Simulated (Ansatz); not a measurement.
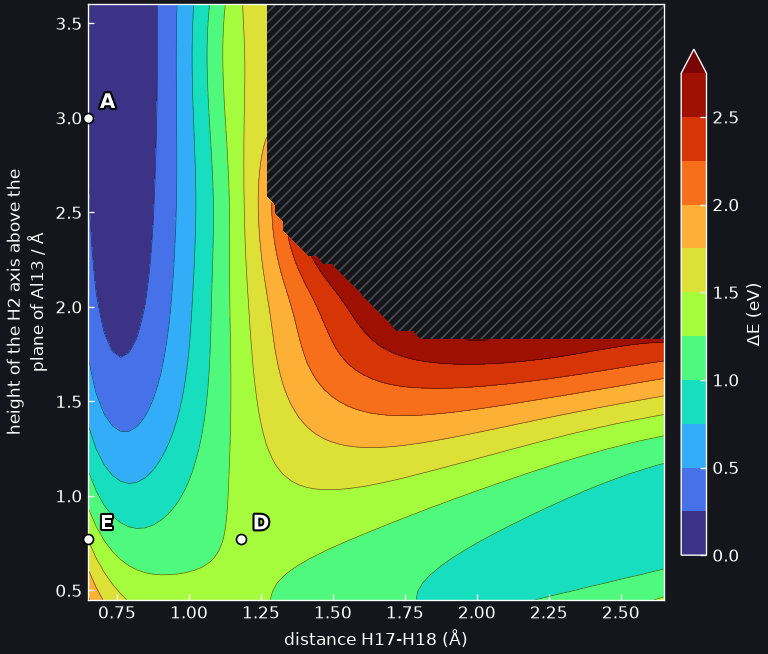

H₂ on an Al(110) slab cut from the Fm-3m phase, its upper half relaxed before the scan (16 atoms of substrate and one adsorbate in a 2 × 2 cell). H2 lies flat over one site of a rigid substrate while its bond length and height are varied; it sits over a hollow of the top layer over the deeper atom Al9, heights counted from the top plane, its axis along the second surface vector. Coordinates scanned: (1) distance H17-H18; (2) height of the H2 axis above the plane of Al13. The grid has 8 × 9 points. At 15 points there is no value (left out: too close to the surface, or the stretched molecule far from it). Points are written as (first, second). All energies are given in eV relative to the lowest grid point. Level of theory: Ansatz 0.2.0, DFT PBE, scalar-relativistic, plane waves, PAW. Settings: cutoff 420 eV, k-mesh 5×4×1, gaussian smearing 0.1 eV, no spin polarisation.

In the figure: filled contours, one colour for all values above the top of the scale, hatched blanks where no value was computed, lettered points. Between grid points the surface is interpolated.

**Is D the lowest point of the computed grid?**

No. D lies 1.29 eV above the lowest grid point, which is at (0.750 Å, 3.60 Å).

**Rank the lettered points by energy, lowest first.**

A (0.23 eV), D (1.29 eV), E (1.49 eV).

PAW datasets: the set soft_1.
